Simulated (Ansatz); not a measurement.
## Geometry relaxation, with input and output: TaN (part 2 of 2)

Continued. System: TaN (P6₃/mmc, 4 atoms in the cell). Method: DFT PBEsol, scalar-relativistic, plane waves, PAW, no spin polarisation (Ansatz 0.2.0); cutoff 420 eV, 6×6×4 k-mesh, Gaussian smearing of 0.1 eV. The structure derives from an entry of the Crystallography Open Database.

What the program printed, continued:
```
Crystal: 4 atoms, lattice volume = 42.350 Å³
iter 1 solved again at ethr=1.70e-6 eV; its pass at ethr=3.10e-3 eV (dr2=6.11e-4 eV) is discarded
SCF iter   1: F=—  HF=-20374.484736 eV  |F-HF|=—  |Δ(HF+E_count)|=         —  Δρ=1.19e-3  dr2=6.68e-4  ethr=1.70e-6  ⟨swp⟩=2.1  Hψ=2587  notcnv=0
preconditioner: auto → Kerker (q_TF=auto, 2.655 Å⁻¹)  [metal: Δε(μ)=0.070 eV  Ē_g=11.141 eV  σ=0.100 eV  W_gap=0.36  n_scr=10 (ndim 8)  ℏωp=25.5 eV  f_vac=0.000  D(μ)=1.79/eV (n_scr^D=22)]
SCF iter   2: F=—  HF=-20374.484577 eV  |F-HF|=—  |Δ(HF+E_count)|=   1.59e-4  Δρ=5.49e-4  dr2=1.52e-4  ethr=1.70e-6  ⟨swp⟩=2.1  Hψ=648  notcnv=0
SCF iter   3: F=—  HF=-20374.484552 eV  |F-HF|=—  |Δ(HF+E_count)|=   2.47e-5  Δρ=2.23e-4  dr2=2.96e-5  ethr=4.24e-7  ⟨swp⟩=2.3  Hψ=698  notcnv=0
SCF iter   4: F=—  HF=-20374.484541 eV  |F-HF|=—  |Δ(HF+E_count)|=   1.11e-5  Δρ=4.58e-5  dr2=4.95e-7  ethr=8.22e-8  ⟨swp⟩=2.3  Hψ=794  notcnv=0
SCF iter   5: F=-20374.484541 eV  HF=-20374.484541 eV  |F-HF|=1.92e-9  |Δ(HF+E_count)|=   3.95e-8  Δρ=6.18e-6  dr2=1.00e-8  ethr=1.11e-9  ⟨swp⟩=5.1  Hψ=2089  notcnv=0
SCF 9 converged in 5 iterations: F = -20374.484541 eV  dr2 = 1.00e-8
relax step   9: F+E_penalty+E_count = -20374.48454116 eV  Δ(F+E_penalty+E_count) = -2.442e-3 eV  max|allowed force component| = 3.146e-16 eV/Å  Δτ_max = 0.0000 Å  P = +0.093 GPa  Ω = 42.350 Å³  energy of the carried Pulay correction = -4.775e-4 eV  (5 SCF iters, dr2 threshold 4.00e-7 eV, accepted)
iter 1 solved again at ethr=3.92e-8 eV; its pass at ethr=3.10e-3 eV (dr2=1.41e-5 eV) is discarded
SCF iter   1: F=—  HF=-20374.485059 eV  |F-HF|=—  |Δ(HF+E_count)|=         —  Δρ=2.87e-5  dr2=4.52e-8  ethr=3.92e-8  ⟨swp⟩=3.2  Hψ=3884  notcnv=0
preconditioner: auto → Kerker (q_TF=auto, 2.655 Å⁻¹)  [metal: Δε(μ)=0.075 eV  Ē_g=11.143 eV  σ=0.100 eV  W_gap=0.38  n_scr=10 (ndim 8)  ℏωp=25.5 eV  f_vac=0.000  D(μ)=1.81/eV (n_scr^D=22)]
SCF iter   2: F=—  HF=-20374.485086 eV  |F-HF|=—  |Δ(HF+E_count)|=   2.70e-5  Δρ=1.49e-5  dr2=1.28e-8  ethr=1.25e-10  ⟨swp⟩=2.0  Hψ=828  notcnv=0
SCF iter   3: F=-20374.485086 eV  HF=-20374.485086 eV  |F-HF|=1.09e-10  |Δ(HF+E_count)|=   1.69e-8  Δρ=2.75e-6  dr2=1.10e-9  ethr=1.11e-11  ⟨swp⟩=5.5  Hψ=1890  notcnv=0
SCF 10 converged in 3 iterations: F = -20374.485086 eV  dr2 = 1.10e-9
relax step  10: F+E_penalty+E_count = -20374.48508626 eV  Δ(F+E_penalty+E_count) = -5.451e-4 eV  max|allowed force component| = 4.210e-16 eV/Å  Δτ_max = 0.0000 Å  P = +0.093 GPa  Ω = 42.350 Å³  stress off target by 2.81e-1 GPa  SCF on the basis re-selected at this cell (its energy is not comparable with the rows above)  (3 SCF iters)
```

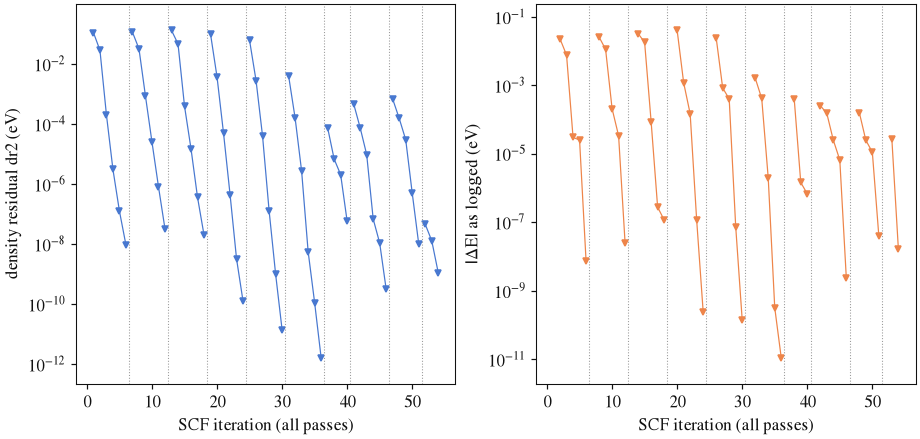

Fig. 1: Convergence of the self-consistent field: density residual dr2 and size of the energy change against the SCF iteration. The dotted lines part the SCF passes of the relaxation: geometry steps, rejected trials and re-solves on a re-selected basis. The 10 passes take 3 to 6 iterations each, 54 in all.

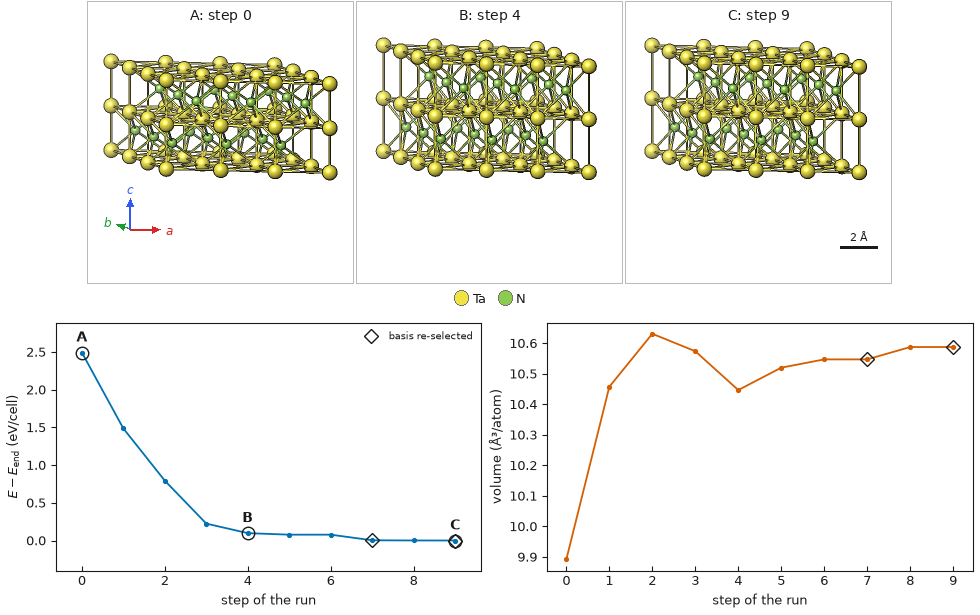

Fig. 2: Frames of the relaxation (ball-and-stick view of the cell of the calculation, repeated 3 × 3 × 1, seen slightly off an axis) above the curves, on which the letters mark them (the first geometry is step 0 here and step 1 in the log).

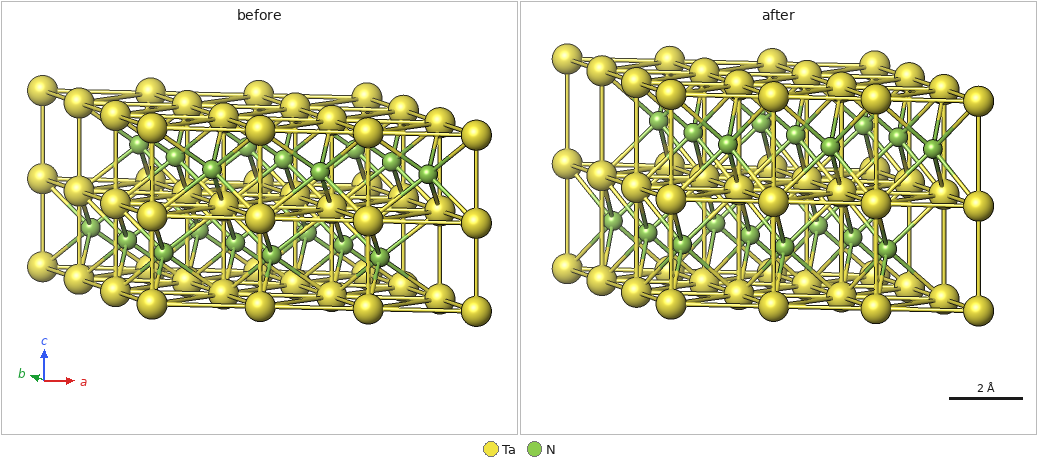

Fig. 3: Before (left) and after (right) the relaxation, at one scale (ball-and-stick view of the cell of the calculation, repeated 3 × 3 × 1, seen slightly off an axis). No atom moves by more than 0.005 Å relative to the cell. Cell: a = b 3.048 → 2.890 Å (−5.2 %), c 4.918 → 5.854 Å (+19.0 %). Volume +7.0 %. Among the contacts that change: Ta1–Ta2 2.459 → 2.927 Å, Ta1–Ta1 3.048 → 2.890 Å, Ta1–N3 2.147 → 2.220 Å. Among the angles that change: Ta1–N4–Ta2 69.9° → 82.5°, Ta1–N4–Ta1 90.5° → 81.3°, Ta1–N4–Ta2 131.6° → 135.8°. The space group stays P6_3/mmc (No. 194). After 7 geometry steps the energy has fallen by 2.491 eV per cell of the calculation. All forces vanish by symmetry, so only the cell relaxes. The pressure goes from 48.34 to 0.09 GPa. 1 further SCF at an unchanged geometry re-selected the plane-wave basis for the new cell. The energy change given includes the shifts at the re-selections in mid-walk, which come without any move. A last SCF at the same geometry on a re-selected plane-wave basis shifts the energy by −0.5 meV per cell of the calculation. (Atoms are counted from 1 in the order of the input.)

```
basis re-selected at this cell: Δ(F+E_penalty+E_count) = -5.451e-4 eV, ΔP = +0.000 GPa vs the last step (what re-selecting the basis moved, of the pressure what is left beyond the Pulay correction that the steps carried, after the strain that the cell walked since its last selection, with what the two solves' SCF thresholds leave and, on support functions, any second-order correction that the steps lacked; it is no measure of the basis error at this ecutwfc). This SCF's stress stands 2.81e-1 GPa from its target on what of the cell is left free (relax.cell.stress_tol is 5.00e-1 GPa) and its largest allowed force component is 4.21e-16 eV/Å (relax.f_tol is 5.00e-2 eV/Å): within both
SCF converged after 3 iterations
Free energy (F): -20374.485086 eV
Harris-Foulkes:  -20374.485086 eV  (|F-HF|=1.09e-10)
Internal energy: -20374.476034 eV  (E = F + TS)
E sigma→0 (E₀):  -20374.480560 eV
Entropy (-TS):   -0.009052 eV (-2.263 meV/atom)
Fermi energy:    20.346877 eV
--- Per-component energies (eV) ---
  E_band       = -92.877471
  E_kinetic    = 1000.750545
  E_local      = -1180.092157  (includes V_loc(G=0)·N_el)
  E_nonlocal   = 126.271278
  E_hartree    = 397.397239
  E_xc         = -556.467161
  E_vxc        = -564.218020  (∫ρ·V_xc dr)
  E_paw        = -16791.126710  (= ΣΔE_a)
  E_vpaw       = -270.384202  (= ΣTr[D̂ρ^β])
  E_aug_tail   = 0.000403  (compensation charges beyond the density's cutoff)
  E_ewald      = -3371.692963
  E_core_change = 0.483491  (= ΣΔE_core)
  E_smearing   = -0.009052  (= −TS)
  E_closure    = 0.000000  (closes the sum)
  Σ components = -20374.485086   (vs F -20374.485086, Δ=0.00e0)
--- Forces (eV/Å), atoms counted from 1 ---
  atom   1  Ta     0.00000000     0.00000000    -0.00000000
  atom   2  Ta     0.00000000     0.00000000     0.00000000
  atom   3  N     -0.00000000    -0.00000000    -0.00000000
  atom   4  N     -0.00000000     0.00000000     0.00000000
  max |Σ_I F_I| component: 1.48e-16 eV/Å
--- Stress (GPa, compression-positive) ---
       -0.000934       0.000000      -0.000000
        0.000000      -0.000934      -0.000000
       -0.000000      -0.000000       0.280798
  P = ⅓ Tr σ = 0.0930 GPa (0.930 kbar)
--- Band table (eV; the first three rows and the last of 21) ---
  k-point 0: bands = ["-47.8450", "-47.8022", "-15.0425", "-14.1926", "-13.9167", "-13.9167", "-13.8476", "-13.8476", "2.7907", "5.3479", "11.0557", "15.5315", "15.5315", "16.0468", "16.9641", "18.4932", "18.4932", "20.2307", "20.2307", "21.0423", "21.0423", "22.9421", "23.9078", "24.5894", "24.5894", "26.6829"]
  k-point 1: bands = ["-47.8388", "-47.8085", "-14.9256", "-14.3253", "-13.9067", "-13.9067", "-13.8578", "-13.8578", "3.1027", "4.8670", "11.7163", "14.8831", "15.7891", "15.7891", "17.6344", "17.6344", "18.0401", "21.0405", "21.0405", "21.2187", "21.2187", "21.8275", "24.4663", "24.4663", "24.5525", "26.1027"]
  k-point 2: bands = ["-47.8237", "-47.8237", "-14.6333", "-14.6333", "-13.8823", "-13.8823", "-13.8823", "-13.8823", "3.9121", "3.9121", "13.2082", "13.2082", "16.5304", "16.5304", "16.5304", "16.5304", "19.7986", "19.7986", "21.5055", "21.5055", "21.5055", "21.5055", "24.9408", "24.9408", "24.9408", "24.9408"]
  k-point 20: bands = ["-47.7174", "-47.7174", "-14.7056", "-14.7056", "-14.6886", "-14.6886", "-14.3541", "-14.3541", "5.2471", "5.2471", "13.1306", "13.1306", "14.6310", "14.6310", "14.7040", "14.7040", "20.0487", "20.0487", "23.2965", "23.2965", "23.7234", "23.7234", "24.6686", "24.6686", "29.1236", "29.1236"]
--- Relaxed structure (8 steps of the walk, 8 accepted, 2 SCFs on fresh bases) ---
  F+E_penalty+E_count = -20374.48508626 eV   max|allowed force component| = 4.210e-16 eV/Å   (the final SCF, on the basis selected at the relaxed cell)
  cell:  # Å, volume = 42.3496 Å³
    - [2.8903514214187593, -3.6750611325926976e-33, 0.0]
    - [-1.4451757107093797, 2.503117756813107, 0.0]
    - [0.0, 0.0, 5.853523436930188]
  atoms:
    - { symbol: Ta, position: [3.71318803504345e-34, -1.7425767573209835e-34, 1.2237761440036827e-36] }
    - { symbol: Ta, position: [3.466079601304895e-34, -7.612046486593633e-35, 0.5] }
    - { symbol: N, position: [0.3333333333333333, 0.6666666666666666, 0.25] }
    - { symbol: N, position: [0.6666666666666666, 0.3333333333333333, 0.7499999999999999] }
```

Trajectory as extended XYZ (Å, eV, eV/Å), 10 frames, from step=1 to step=10:
```
4
Lattice="3.0480 0.0000 0.0000 -1.5240 2.6396 0.0000 0.0000 0.0000 4.9180" Properties=species:S:1:pos:R:3:forces:R:3 step=1 energy=-20371.99325 pressure_GPa=48.34
Ta    0.0000    0.0000    0.0000    0.0000   0.0000   0.0000
Ta    0.0000    0.0000    2.4590    0.0000   0.0000   0.0000
N     0.0000    1.7598    1.2295    0.0000   0.0000   0.0000
N     1.5240    0.8799    3.6885    0.0000   0.0000   0.0000
4
Lattice="3.0602 0.0000 0.0000 -1.5301 2.6502 0.0000 0.0000 0.0000 5.1577" Properties=species:S:1:pos:R:3:forces:R:3 step=2 energy=-20372.99982 pressure_GPa=17.72
Ta    0.0000    0.0000    0.0000    0.0000   0.0000   0.0000
Ta    0.0000    0.0000    2.5788    0.0000   0.0000   0.0000
N     0.0000    1.7668    1.2894    0.0000   0.0000   0.0000
N     1.5301    0.8834    3.8682    0.0000   0.0000   0.0000
4
Lattice="3.0162 0.0000 0.0000 -1.5081 2.6121 0.0000 0.0000 0.0000 5.3973" Properties=species:S:1:pos:R:3:forces:R:3 step=3 energy=-20373.69197 pressure_GPa=5.69
Ta    0.0000    0.0000    0.0000    0.0000   0.0000   0.0000
Ta    0.0000    0.0000    2.6987    0.0000   0.0000   0.0000
N     0.0000    1.7414    1.3493    0.0000   0.0000   0.0000
N     1.5081    0.8707    4.0480    0.0000   0.0000   0.0000
4
Lattice="2.9435 0.0000 0.0000 -1.4717 2.5491 0.0000 0.0000 0.0000 5.6368" Properties=species:S:1:pos:R:3:forces:R:3 step=4 energy=-20374.26111 pressure_GPa=2.18
Ta    0.0000    0.0000    0.0000    0.0000   0.0000   0.0000
Ta    0.0000    0.0000    2.8184    0.0000   0.0000   0.0000
N     0.0000    1.6994    1.4092    0.0000   0.0000   0.0000
N     1.4717    0.8497    4.2276    0.0000   0.0000   0.0000
4
Lattice="2.8654 0.0000 0.0000 -1.4327 2.4815 0.0000 0.0000 0.0000 5.8765" Properties=species:S:1:pos:R:3:forces:R:3 step=5 energy=-20374.38740 pressure_GPa=2.86
Ta    0.0000    0.0000    0.0000    0.0000   0.0000   0.0000
Ta    0.0000    0.0000    2.9383    0.0000   0.0000   0.0000
N     0.0000    1.6544    1.4691    0.0000   0.0000   0.0000
N     1.4327    0.8272    4.4074    0.0000   0.0000   0.0000
4
Lattice="2.8900 0.0000 0.0000 -1.4450 2.5028 0.0000 0.0000 0.0000 5.8176" Properties=species:S:1:pos:R:3:forces:R:3 step=6 energy=-20374.40767 pressure_GPa=1.09
Ta    0.0000    0.0000    0.0000    0.0000   0.0000   0.0000
Ta    0.0000    0.0000    2.9088    0.0000   0.0000   0.0000
N     0.0000    1.6685    1.4544    0.0000   0.0000   0.0000
N     1.4450    0.8343    4.3632    0.0000   0.0000   0.0000
4
Lattice="2.8919 0.0000 0.0000 -1.4460 2.5045 0.0000 0.0000 0.0000 5.8248" Properties=species:S:1:pos:R:3:forces:R:3 step=7 energy=-20374.40774 pressure_GPa=0.10
Ta    0.0000    0.0000    0.0000    0.0000   0.0000   0.0000
Ta    0.0000    0.0000    2.9124    0.0000   0.0000   0.0000
N     0.0000    1.6697    1.4562    0.0000   0.0000   0.0000
N     1.4460    0.8348    4.3686    0.0000   0.0000   0.0000
4
Lattice="2.8919 0.0000 0.0000 -1.4460 2.5045 0.0000 0.0000 0.0000 5.8248" Properties=species:S:1:pos:R:3:forces:R:3 step=8 energy=-20374.48210 pressure_GPa=1.66
Ta    0.0000    0.0000    0.0000    0.0000   0.0000   0.0000
Ta    0.0000    0.0000    2.9124    0.0000   0.0000   0.0000
N     0.0000    1.6697    1.4562    0.0000   0.0000   0.0000
N     1.4460    0.8348    4.3686    0.0000   0.0000   0.0000
4
Lattice="2.8904 0.0000 0.0000 -1.4452 2.5031 0.0000 0.0000 0.0000 5.8535" Properties=species:S:1:pos:R:3:forces:R:3 step=9 energy=-20374.48454 pressure_GPa=0.09
Ta    0.0000    0.0000    0.0000    0.0000   0.0000   0.0000
Ta    0.0000    0.0000    2.9268    0.0000   0.0000   0.0000
N     0.0000    1.6687    1.4634    0.0000   0.0000   0.0000
N     1.4452    0.8344    4.3901    0.0000   0.0000   0.0000
4
Lattice="2.8904 0.0000 0.0000 -1.4452 2.5031 0.0000 0.0000 0.0000 5.8535" Properties=species:S:1:pos:R:3:forces:R:3 step=10 energy=-20374.48509 pressure_GPa=0.09
Ta    0.0000    0.0000    0.0000    0.0000   0.0000   0.0000
Ta    0.0000    0.0000    2.9268    0.0000   0.0000   0.0000
N     0.0000    1.6687    1.4634    0.0000   0.0000   0.0000
N     1.4452    0.8344    4.3901    0.0000   0.0000   0.0000
```

This output came from the following input.

Input:
```yaml
crystal:
  lattice:
    - [3.0480019786, 0.0, 0.0]
    - [-1.5240009893, 2.6396471442, 0.0]
    - [0.0, 0.0, 4.918]
  atoms:
    - { symbol: Ta, position: [0.0, 0.0, 0.0] }
    - { symbol: Ta, position: [0.0, 0.0, 0.5] }
    - { symbol: "N", position: [0.3333333333, 0.6666666667, 0.25] }
    - { symbol: "N", position: [0.6666666667, 0.3333333333, 0.75] }
basis:
  ecutwfc: 420
kpoints:
  mp_grid: { grid: [6, 6, 4] }
hamiltonian:
  xc: pbesol
scf:
  occupations: { method: gaussian, width: 0.1 }
output:
  forces: true
  stress: true
  eigenvalues: true
relax:
  adjacent_minimum: "off"
  f_tol: 0.05
  max_steps: 80
  cell: { stress_tol: 0.5 }
```

Command:
```bash
ansatz run input.yaml --threads 4 --pin off --max-ram 10240MiB --backend cpu --events-out ev --progress --plain --runs-dir out
```

Summary:

- outcome: converged
- space group (tolerance 0.01 Å): P6₃/mmc (194)
- electrons treated: 36
- free energy: −20374.4851 eV
- Fermi energy: 20.347 eV
- gap on the k-point mesh: none (metallic)
- pressure: 0.09 GPa
- final volume: 42.35 Å³
- largest force (length of the vector) at the end: under 0.001 eV/Å
- final cell: a = 2.890 Å, b = 2.890 Å, c = 5.854 Å, α = 90.00°, β = 90.00°, γ = 120.00°
- hardware: 4 threads of Intel Xeon @ 2.50GHz (Skylake/Cascade Lake), 192 GiB of memory available, shared host
- wall time: 9.6 s (CPU time 28 s)
- peak memory: 0.4 GiB

Notes:

Spin–orbit coupling is left out, which matters for Ta.
